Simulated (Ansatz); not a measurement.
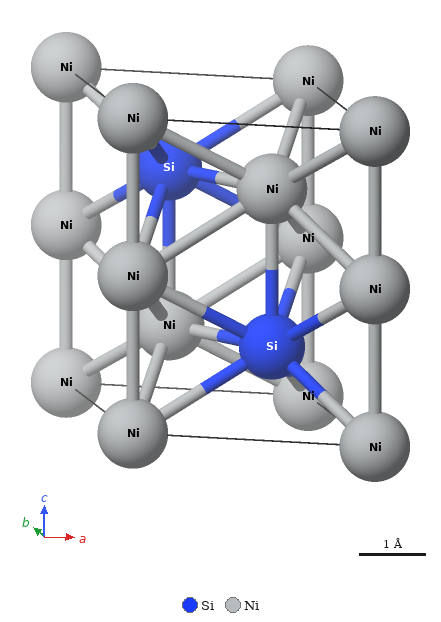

*The input geometry (ball-and-stick view of the cell of the calculation, seen slightly off an axis). An atom can appear more than once, as a periodic image.*

Near neighbours in the periodic cell (some may lie outside the picture): Si has 11 Ni at 2.21 to 2.54 Å; Ni has 8 Ni at 2.47 to 2.54 Å and 6 Si at 2.54 Å; Ni has 6 Ni at 2.54 Å and 5 Si at 2.21 to 2.47 Å.

Ni₂Si: geometry relaxation (part 1 of 2)

System: Ni₂Si (6 atoms in the cell).
Method: DFT r2SCAN, scalar-relativistic, plane waves, PAW, no spin polarisation (Ansatz 0.2.0).

The structure derives from an entry of the Crystallography Open Database.

The program's output:
```
Engine: ansatz 0.2.0, x86_64-unknown-linux-gnu
Pseudopotentials: kind: paw
Pseudopotential: Si, paw, valence charge 4, recommended cutoff 500 eV (meta_gga), Si.paw.azcp
Pseudopotential: Ni, paw, valence charge 18, recommended cutoff 500 eV (meta_gga), Ni.paw.azcp
Functional definition: r2SCAN
  parameter k0 = 0.174
  parameter k1 = 0.065
  parameter a1 = 4.9479
  exchange = r2scan_x(k0 = k0, k1 = k1, a1 = a1)
  correlation = r2scan_c
Crystal: 6 atoms, lattice volume = 63.055 Å³
Basis set: ecut = 500 eV, 1585 PW (Γ), exchange–correlation on 120×120×160 points (64 copies of the dense FFT grid, shifted against one another)
Bands: 48, of which v1, the nominal top of the filled ones, is band 40 counted from 1 (39 counted from 0)
Symmetry: 24 space group operations
Space group: P63/mmc (ITA 194), of the structure as read, at distance tolerance 4.0e-5 Å
k-points: 95 of 1152
Non-local potential: Si, projectors of the file, l = 0: 2, l = 1: 2, l = 2: 2
Non-local potential: Ni, projectors of the file, l = 0: 3, l = 1: 2, l = 2: 3, l = 3: 1
PAW form: soft (Blöchl's): semilocal exchange-correlation on the pseudo side does not see the compensation charge
PAW frozen core: Si, regenerated for the run's functional (the file was generated under x = pbe(κ = 0.804, μ = 0.2195149727645171), c = pbe(β = 0.06672455060314922))
PAW frozen core: Ni, regenerated for the run's functional (the file was generated under x = pbe(κ = 0.804, μ = 0.2195149727645171), c = pbe(β = 0.06672455060314922))
PAW one-centre angular grid: Si, 302 points (default); XC on 160 Gauss nodes
PAW one-centre angular grid: Ni, 590 points (default); XC on 160 Gauss nodes
Initial density: superposition of atomic densities (neutral atoms: chi_scale 0, normalization atom), corrected by the library's trained network
Initial wavefunctions: pseudopotential atomic-orbital guess
Functional: x = r2scan, c = r2scan; τ floored in thin density (d = 2e-4 eV/Å³)
SCF iter   1: F=—  HF=-24661.946282 eV  |F-HF|=—  |Δ(HF+E_count)|=         —  Δρ=3.06e-2  dr2=4.73e-1  dr2_τ=2.19e-1  ethr=1.77e-3  ⟨swp⟩=5.5  Hψ=17069  notcnv=0  defer=6
preconditioner: auto → Kerker (q_TF=auto, 2.839 Å⁻¹)  [metal: Δε(μ)=0.005 eV  Ē_g=7.951 eV  σ=0.100 eV  W_gap=0.03  n_scr=22 (ndim 8)  ℏωp=32.4 eV  f_vac=0.000  D(μ)=3.08/eV (n_scr^D=22)]
SCF iter   2: F=—  HF=-24662.195307 eV  |F-HF|=—  |Δ(HF+E_count)|=   2.49e-1  Δρ=2.43e-2  dr2=2.47e-1  dr2_τ=3.38e-3  ethr=5.92e-4  ⟨swp⟩=3.0  Hψ=8820  notcnv=0  defer=218
SCF iter   3: F=—  HF=-24662.179565 eV  |F-HF|=—  |Δ(HF+E_count)|=   1.57e-2  Δρ=2.09e-2  dr2=2.11e-1  dr2_τ=7.22e-4  ethr=3.09e-4  ⟨swp⟩=2.5  Hψ=6625  notcnv=0  defer=218
SCF iter   4: F=—  HF=-24662.165014 eV  |F-HF|=—  |Δ(HF+E_count)|=   1.46e-2  Δρ=8.43e-3  dr2=3.84e-2  dr2_τ=2.22e-4  ethr=2.64e-4  ⟨swp⟩=2.0  Hψ=5511  notcnv=0  defer=218
SCF iter   5: F=—  HF=-24662.159562 eV  |F-HF|=—  |Δ(HF+E_count)|=   5.45e-3  Δρ=1.70e-3  dr2=1.43e-3  dr2_τ=3.41e-5  ethr=4.80e-5  ⟨swp⟩=2.2  Hψ=6877  notcnv=0  defer=218
SCF iter   6: F=—  HF=-24662.159923 eV  |F-HF|=—  |Δ(HF+E_count)|=   3.60e-4  Δρ=1.26e-3  dr2=5.71e-4  dr2_τ=4.89e-6  ethr=1.79e-6  ⟨swp⟩=2.0  Hψ=7760  notcnv=0  defer=218
SCF iter   7: F=—  HF=-24662.159915 eV  |F-HF|=—  |Δ(HF+E_count)|=   7.88e-6  Δρ=3.99e-4  dr2=8.15e-5  dr2_τ=5.12e-7  ethr=7.14e-7  ⟨swp⟩=2.0  Hψ=6673  notcnv=0  defer=218
SCF iter   8: F=—  HF=-24662.159903 eV  |F-HF|=—  |Δ(HF+E_count)|=   1.20e-5  Δρ=7.96e-5  dr2=3.65e-6  dr2_τ=2.11e-8  ethr=1.02e-7  ⟨swp⟩=2.6  Hψ=6521  notcnv=0  defer=218
SCF iter   9: F=—  HF=-24662.159902 eV  |F-HF|=—  |Δ(HF+E_count)|=   3.16e-7  Δρ=3.69e-5  dr2=6.91e-7  dr2_τ=1.87e-9  ethr=4.57e-9  ⟨swp⟩=1.6  Hψ=4875  notcnv=0  defer=218
SCF iter  10: F=-24662.159902 eV  HF=-24662.159902 eV  |F-HF|=8.27e-8  |Δ(HF+E_count)|=   6.97e-8  Δρ=1.45e-5  dr2=9.87e-8  dr2_τ=4.04e-10  ethr=1.25e-10  ⟨swp⟩=9.0  Hψ=24578  notcnv=0
SCF 1 converged in 10 iterations: F = -24662.159902 eV  dr2 = 9.87e-8
  greatest PAW one-centre occupation: 1.001 electrons in one spin orbital (limit 2), on the Ni atom at site 3 (counted from 0), in its partial waves of l = 1
relax step   1: F+E_penalty+E_count = -24662.15990219 eV  Δ(F+E_penalty+E_count) = +0.000e0 eV  max|allowed force component| = 1.550e-16 eV/Å  Δτ_max = 0.0000 Å  P = +3.495 GPa  Ω = 63.055 Å³  (10 SCF iters, dr2 threshold 1.00e-7 eV, accepted)
Crystal: 6 atoms, lattice volume = 63.511 Å³
Initial density: handed on by an earlier stage of this run
Initial wavefunctions: those handed on with the density
iter 1 solved again at ethr=2.41e-6 eV; its pass at ethr=3.10e-3 eV (dr2=1.93e-3 eV) is discarded
SCF iter   1: F=—  HF=-24662.167468 eV  |F-HF|=—  |Δ(HF+E_count)|=         —  Δρ=1.79e-3  dr2=1.18e-3  dr2_τ=2.79e-3  ethr=2.41e-6  ⟨swp⟩=2.0  Hψ=19043  notcnv=0
preconditioner: auto → Kerker (q_TF=auto, 2.835 Å⁻¹)  [metal: Δε(μ)=0.016 eV  Ē_g=7.790 eV  σ=0.100 eV  W_gap=0.09  n_scr=22 (ndim 8)  ℏωp=32.3 eV  f_vac=0.001  D(μ)=3.34/eV (n_scr^D=22)]
SCF iter   2: F=—  HF=-24662.171236 eV  |F-HF|=—  |Δ(HF+E_count)|=   3.77e-3  Δρ=2.28e-3  dr2=2.16e-3  dr2_τ=1.45e-5  ethr=1.48e-6  ⟨swp⟩=2.0  Hψ=8318  notcnv=0
SCF iter   3: F=—  HF=-24662.171027 eV  |F-HF|=—  |Δ(HF+E_count)|=   2.08e-4  Δρ=6.34e-4  dr2=1.66e-4  dr2_τ=2.15e-6  ethr=1.48e-6  ⟨swp⟩=2.0  Hψ=5870  notcnv=0
SCF iter   4: F=—  HF=-24662.171009 eV  |F-HF|=—  |Δ(HF+E_count)|=   1.77e-5  Δρ=4.88e-4  dr2=9.38e-5  dr2_τ=1.14e-6  ethr=2.07e-7  ⟨swp⟩=2.0  Hψ=6220  notcnv=0
SCF iter   5: F=—  HF=-24662.171005 eV  |F-HF|=—  |Δ(HF+E_count)|=   4.02e-6  Δρ=1.54e-4  dr2=1.11e-5  dr2_τ=1.81e-7  ethr=1.17e-7  ⟨swp⟩=1.7  Hψ=6233  notcnv=0
SCF iter   6: F=—  HF=-24662.171004 eV  |F-HF|=—  |Δ(HF+E_count)|=   1.58e-6  Δρ=9.69e-5  dr2=4.47e-6  dr2_τ=2.04e-8  ethr=1.39e-8  ⟨swp⟩=2.0  Hψ=6989  notcnv=0
SCF iter   7: F=-24662.171003 eV  HF=-24662.171003 eV  |F-HF|=5.24e-9  |Δ(HF+E_count)|=   5.06e-7  Δρ=1.28e-5  dr2=7.64e-8  dr2_τ=2.31e-9  ethr=7.50e-10  ⟨swp⟩=4.0  Hψ=20076  notcnv=0
SCF 2 converged in 7 iterations: F = -24662.171003 eV  dr2 = 7.64e-8
  greatest PAW one-centre occupation: 1.001 electrons in one spin orbital (limit 2), on the Ni atom at site 5 (counted from 0), in its partial waves of l = 1
relax step   2: F+E_penalty+E_count = -24662.17100335 eV  Δ(F+E_penalty+E_count) = -1.110e-2 eV  max|allowed force component| = 9.406e-17 eV/Å  Δτ_max = 0.0000 Å  P = +1.609 GPa  Ω = 63.511 Å³  energy of the carried Pulay correction = -3.666e-4 eV  (7 SCF iters, dr2 threshold 6.00e-7 eV, accepted)
Crystal: 6 atoms, lattice volume = 63.903 Å³
Basis set: ecut = 500 eV, 1595 PW (Γ), exchange–correlation on 120×120×160 points (64 copies of the dense FFT grid, shifted against one another)
iter 1 solved again at ethr=1.56e-6 eV; its pass at ethr=3.10e-3 eV (dr2=1.25e-3 eV) is discarded
SCF iter   1: F=—  HF=-24662.171877 eV  |F-HF|=—  |Δ(HF+E_count)|=         —  Δρ=1.85e-3  dr2=1.24e-3  dr2_τ=3.03e-3  ethr=1.56e-6  ⟨swp⟩=2.3  Hψ=22799  notcnv=0
preconditioner: auto → Kerker (q_TF=auto, 2.832 Å⁻¹)  [metal: Δε(μ)=0.009 eV  Ē_g=7.745 eV  σ=0.100 eV  W_gap=0.05  n_scr=22 (ndim 8)  ℏωp=32.2 eV  f_vac=0.001  D(μ)=3.35/eV (n_scr^D=22)]
SCF iter   2: F=—  HF=-24662.175495 eV  |F-HF|=—  |Δ(HF+E_count)|=   3.62e-3  Δρ=2.13e-3  dr2=1.84e-3  dr2_τ=1.49e-5  ethr=1.55e-6  ⟨swp⟩=2.0  Hψ=8358  notcnv=0
SCF iter   3: F=—  HF=-24662.175333 eV  |F-HF|=—  |Δ(HF+E_count)|=   1.62e-4  Δρ=9.74e-4  dr2=4.43e-4  dr2_τ=3.97e-6  ethr=1.55e-6  ⟨swp⟩=2.0  Hψ=5991  notcnv=0
SCF iter   4: F=—  HF=-24662.175319 eV  |F-HF|=—  |Δ(HF+E_count)|=   1.42e-5  Δρ=6.25e-4  dr2=1.51e-4  dr2_τ=1.74e-6  ethr=5.54e-7  ⟨swp⟩=2.2  Hψ=5782  notcnv=0
SCF iter   5: F=—  HF=-24662.175309 eV  |F-HF|=—  |Δ(HF+E_count)|=   9.81e-6  Δρ=2.61e-4  dr2=2.77e-5  dr2_τ=4.13e-7  ethr=1.88e-7  ⟨swp⟩=1.0  Hψ=4560  notcnv=0
SCF iter   6: F=—  HF=-24662.175306 eV  |F-HF|=—  |Δ(HF+E_count)|=   2.79e-6  Δρ=8.93e-5  dr2=4.00e-6  dr2_τ=3.52e-8  ethr=3.46e-8  ⟨swp⟩=1.4  Hψ=5485  notcnv=0
SCF iter   7: F=—  HF=-24662.175306 eV  |F-HF|=—  |Δ(HF+E_count)|=   2.68e-7  Δρ=5.82e-5  dr2=1.56e-6  dr2_τ=5.48e-9  ethr=5.00e-9  ⟨swp⟩=2.3  Hψ=7661  notcnv=0
SCF iter   8: F=-24662.175306 eV  HF=-24662.175306 eV  |F-HF|=8.26e-8  |Δ(HF+E_count)|=   7.74e-8  Δρ=1.86e-5  dr2=1.20e-7  dr2_τ=5.61e-10  ethr=7.50e-10  ⟨swp⟩=3.6  Hψ=17422  notcnv=0
SCF 3 converged in 8 iterations: F = -24662.175306 eV  dr2 = 1.20e-7
relax step   3: F+E_penalty+E_count = -24662.17530591 eV  Δ(F+E_penalty+E_count) = -4.303e-3 eV  max|allowed force component| = 1.927e-16 eV/Å  Δτ_max = 0.0000 Å  P = -0.027 GPa  Ω = 63.903 Å³  energy of the carried Pulay correction = -6.832e-4 eV  (8 SCF iters, dr2 threshold 6.00e-7 eV, accepted)
Crystal: 6 atoms, lattice volume = 63.898 Å³
iter 1 solved again at ethr=7.83e-9 eV; its pass at ethr=3.10e-3 eV (dr2=6.27e-6 eV) is discarded
SCF iter   1: F=—  HF=-24662.175328 eV  |F-HF|=—  |Δ(HF+E_count)|=         —  Δρ=1.37e-4  dr2=6.25e-6  dr2_τ=2.14e-5  ethr=7.83e-9  ⟨swp⟩=3.1  Hψ=22295  notcnv=0
preconditioner: auto → Kerker (q_TF=auto, 2.832 Å⁻¹)  [metal: Δε(μ)=0.011 eV  Ē_g=7.746 eV  σ=0.100 eV  W_gap=0.06  n_scr=22 (ndim 8)  ℏωp=32.2 eV  f_vac=0.001  D(μ)=3.35/eV (n_scr^D=22)]
SCF iter   2: F=—  HF=-24662.175348 eV  |F-HF|=—  |Δ(HF+E_count)|=   1.97e-5  Δρ=7.23e-5  dr2=1.65e-6  dr2_τ=6.40e-8  ethr=7.82e-9  ⟨swp⟩=2.0  Hψ=8359  notcnv=0
SCF iter   3: F=—  HF=-24662.175349 eV  |F-HF|=—  |Δ(HF+E_count)|=   7.98e-7  Δρ=1.43e-4  dr2=9.84e-6  dr2_τ=3.58e-8  ethr=2.06e-9  ⟨swp⟩=2.0  Hψ=7724  notcnv=0  recentre
SCF iter   4: F=—  HF=-24662.175348 eV  |F-HF|=—  |Δ(HF+E_count)|=   7.29e-7  Δρ=4.01e-5  dr2=6.87e-7  dr2_τ=6.09e-9  ethr=2.06e-9  ⟨swp⟩=2.0  Hψ=6614  notcnv=0
SCF iter   5: F=-24662.175348 eV  HF=-24662.175348 eV  |F-HF|=2.31e-8  |Δ(HF+E_count)|=   4.06e-8  Δρ=1.17e-5  dr2=6.19e-8  dr2_τ=7.97e-10  ethr=1.46e-10  ⟨swp⟩=4.1  Hψ=20178  notcnv=0
SCF 4 converged in 5 iterations: F = -24662.175348 eV  dr2 = 6.19e-8
relax step   4: F+E_penalty+E_count = -24662.17534789 eV  Δ(F+E_penalty+E_count) = -4.198e-5 eV  max|allowed force component| = 2.899e-16 eV/Å  Δτ_max = 0.0000 Å  P = -0.034 GPa  Ω = 63.898 Å³  energy of the carried Pulay correction = -6.802e-4 eV  (5 SCF iters, dr2 threshold 1.17e-7 eV, accepted)
Crystal: 6 atoms, lattice volume = 63.888 Å³
iter 1 solved again at ethr=1.62e-9 eV; its pass at ethr=3.10e-3 eV (dr2=1.29e-6 eV) is discarded
SCF iter   1: F=—  HF=-24662.175356 eV  |F-HF|=—  |Δ(HF+E_count)|=         —  Δρ=4.72e-5  dr2=8.10e-7  dr2_τ=1.92e-6  ethr=1.62e-9  ⟨swp⟩=2.1  Hψ=18594  notcnv=0
preconditioner: auto → Kerker (q_TF=auto, 2.833 Å⁻¹)  [metal: Δε(μ)=0.011 eV  Ē_g=7.747 eV  σ=0.100 eV  W_gap=0.06  n_scr=22 (ndim 8)  ℏωp=32.2 eV  f_vac=0.001  D(μ)=3.35/eV (n_scr^D=22)]
SCF iter   2: F=—  HF=-24662.175358 eV  |F-HF|=—  |Δ(HF+E_count)|=   2.40e-6  Δρ=4.26e-5  dr2=8.05e-7  dr2_τ=8.13e-9  ethr=1.01e-9  ⟨swp⟩=2.0  Hψ=8346  notcnv=0
SCF iter   3: F=—  HF=-24662.175358 eV  |F-HF|=—  |Δ(HF+E_count)|=   6.85e-8  Δρ=2.72e-5  dr2=3.14e-7  dr2_τ=2.71e-9  ethr=1.01e-9  ⟨swp⟩=2.0  Hψ=5933  notcnv=0
SCF iter   4: F=—  HF=-24662.175358 eV  |F-HF|=—  |Δ(HF+E_count)|=  1.46e-11  Δρ=2.02e-5  dr2=1.90e-7  dr2_τ=1.20e-9  ethr=3.92e-10  ⟨swp⟩=2.1  Hψ=6021  notcnv=0
SCF iter   5: F=—  HF=-24662.175358 eV  |F-HF|=—  |Δ(HF+E_count)|=   1.69e-8  Δρ=8.22e-6  dr2=3.21e-8  dr2_τ=2.24e-10  ethr=2.38e-10  ⟨swp⟩=1.0  Hψ=4560  notcnv=0
SCF iter   6: F=-24662.175358 eV  HF=-24662.175358 eV  |F-HF|=1.94e-9  |Δ(HF+E_count)|=   3.11e-9  Δρ=2.41e-6  dr2=2.89e-9  dr2_τ=2.35e-11  ethr=1.17e-11  ⟨swp⟩=3.9  Hψ=19488  notcnv=0
SCF 5 converged in 6 iterations: F = -24662.175358 eV  dr2 = 2.89e-9
relax step   5: F+E_penalty+E_count = -24662.17535806 eV  Δ(F+E_penalty+E_count) = -1.017e-5 eV  max|allowed force component| = 4.934e-17 eV/Å  Δτ_max = 0.0000 Å  P = +0.001 GPa  Ω = 63.888 Å³  energy of the carried Pulay correction = -6.720e-4 eV  (6 SCF iters, dr2 threshold 9.34e-9 eV, accepted)
Basis set: ecut = 500 eV, 1595 PW (Γ), exchange–correlation on 120×120×144 points (64 copies of the dense FFT grid, shifted against one another)
Initial wavefunctions: pseudopotential atomic-orbital guess (no wavefunctions were taken with the density)
iter 1 solved again at ethr=1.81e-7 eV; its pass at ethr=3.10e-3 eV (dr2=1.45e-4 eV) is discarded
SCF iter   1: F=—  HF=-24662.176040 eV  |F-HF|=—  |Δ(HF+E_count)|=         —  Δρ=1.48e-4  dr2=4.72e-7  dr2_τ=6.14e-7  ethr=1.81e-7  ⟨swp⟩=3.7  Hψ=28787  notcnv=0
SCF iter   2: F=—  HF=-24662.176072 eV  |F-HF|=—  |Δ(HF+E_count)|=   3.23e-5  Δρ=1.07e-4  dr2=2.40e-6  dr2_τ=5.79e-7  ethr=5.90e-10  ⟨swp⟩=2.5  Hψ=8670  notcnv=0
SCF iter   3: F=—  HF=-24662.176082 eV  |F-HF|=—  |Δ(HF+E_count)|=   1.03e-5  Δρ=5.60e-5  dr2=8.48e-7  dr2_τ=7.46e-8  ethr=5.90e-10  ⟨swp⟩=2.0  Hψ=8379  notcnv=0
SCF iter   4: F=—  HF=-24662.176083 eV  |F-HF|=—  |Δ(HF+E_count)|=   8.70e-7  Δρ=2.48e-5  dr2=2.69e-7  dr2_τ=1.31e-9  ethr=5.90e-10  ⟨swp⟩=2.0  Hψ=7409  notcnv=0
SCF iter   5: F=—  HF=-24662.176083 eV  |F-HF|=—  |Δ(HF+E_count)|=   1.42e-8  Δρ=6.75e-6  dr2=1.48e-8  dr2_τ=2.29e-10  ethr=3.36e-10  ⟨swp⟩=1.3  Hψ=4646  notcnv=0
SCF iter   6: F=—  HF=-24662.176083 eV  |F-HF|=—  |Δ(HF+E_count)|=   2.75e-9  Δρ=4.39e-6  dr2=3.90e-9  dr2_τ=9.98e-10  ethr=1.85e-11  ⟨swp⟩=2.0  Hψ=8252  notcnv=0
SCF iter   7: F=—  HF=-24662.176083 eV  |F-HF|=—  |Δ(HF+E_count)|=   1.90e-8  Δρ=1.18e-6  dr2=5.28e-10  dr2_τ=1.80e-11  ethr=4.87e-12  ⟨swp⟩=2.0  Hψ=6536  notcnv=0
SCF iter   8: F=-24662.176083 eV  HF=-24662.176083 eV  |F-HF|=0.00e0  |Δ(HF+E_count)|=  2.07e-10  Δρ=1.25e-7  dr2=7.45e-12  dr2_τ=4.93e-13  ethr=1.00e-12  ⟨swp⟩=4.0  Hψ=20590  notcnv=0
SCF 6 converged in 8 iterations: F = -24662.176083 eV  dr2 = 7.45e-12
relax step   6: F+E_penalty+E_count = -24662.17608333 eV  Δ(F+E_penalty+E_count) = -7.253e-4 eV  max|allowed force component| = 6.785e-17 eV/Å  Δτ_max = 0.0000 Å  P = +0.013 GPa  Ω = 63.888 Å³  stress off target by 1.66e-2 GPa  SCF on the basis re-selected at this cell (its energy is not comparable with the rows above)  (8 SCF iters)
```

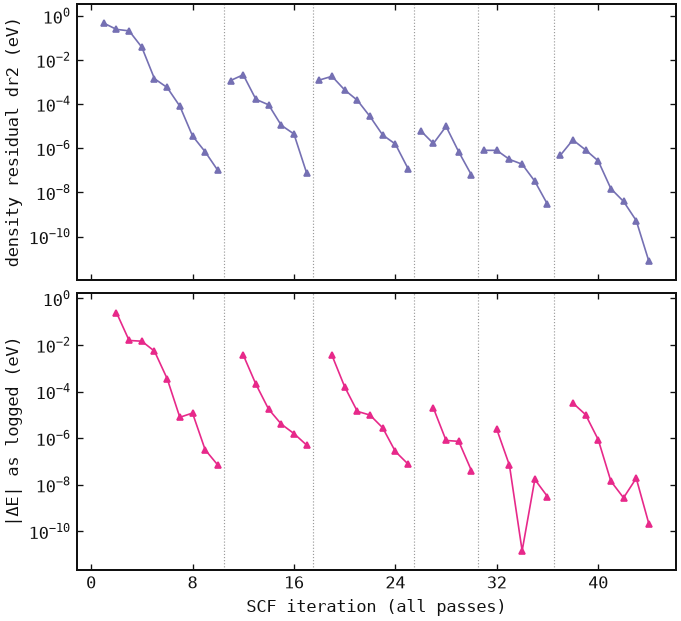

*Convergence of the self-consistent field: density residual dr2 and size of the energy change against the SCF iteration. The dotted lines part the SCF passes of the relaxation: geometry steps, rejected trials and re-solves on a re-selected basis.*

The 6 passes take 5 to 10 iterations each, 44 in all.
